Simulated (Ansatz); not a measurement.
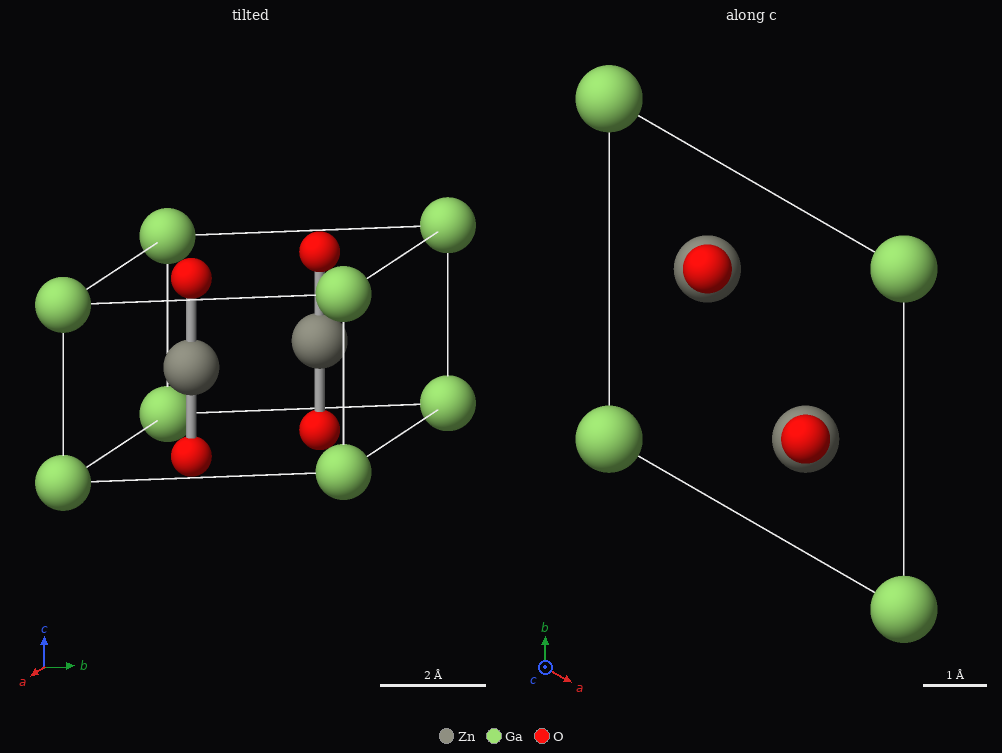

The image is a ball-and-stick drawing of a crystal, viewed slightly off an axis and along the c axis. Lines trace the edges of the conventional unit cell. Cell: a = 5.44 Å, b = 5.44 Å, c = 3.54 Å, α = 90.00°, β = 90.00°, γ = 120.00°.

The structure was taken from a random cell made by a generator, so it need not be a real form of the compound. Earlier steps of the study, as a rule a relaxation of our own, may have changed the cell and positions, so they can lie some per cent off the listed ones. A calculation with Ansatz used it as input.

Describe the crystal.

Formula: Zn₂GaO₂. It belongs to space group P6/mmm (No. 191) and has a primitive hexagonal lattice. The cell has 5 atoms, namely 2 Zn, 1 Ga, 2 O. The neighbours of Zn are two O in a linear arrangement at about 1.8 Å. Each O has two Zn in a linear arrangement at about 1.8 Å. The bonds build ZnO chains along [001]; Ga atoms get no bond from the drawing's distance rule.

Run with DFT PBE, scalar-relativistic, plane waves, PAW (Ansatz 0.2.0) and these settings: a basis cut at 420 eV, k-points on a 12×12×10 grid, Gaussian smearing of 0.1 eV, no spin polarisation.

Predict the gap.

A metal: bands cross the Fermi level.

Predict the Bader charges.

Zn +0.98 e; Ga +0.33 e; O -1.15 e.

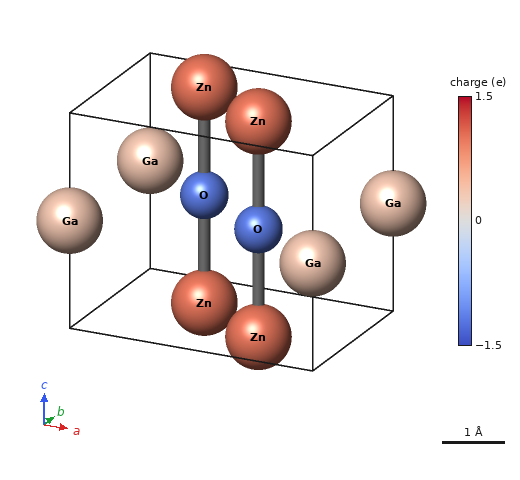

The atoms coloured by those charges. The run's cell of 5 atoms is drawn, so axes and origin can differ from the first picture.

Has the structure come to rest?

Yes. All forces vanish to within 0.01 eV/Å. The pressure is 0.0 GPa, close to zero.
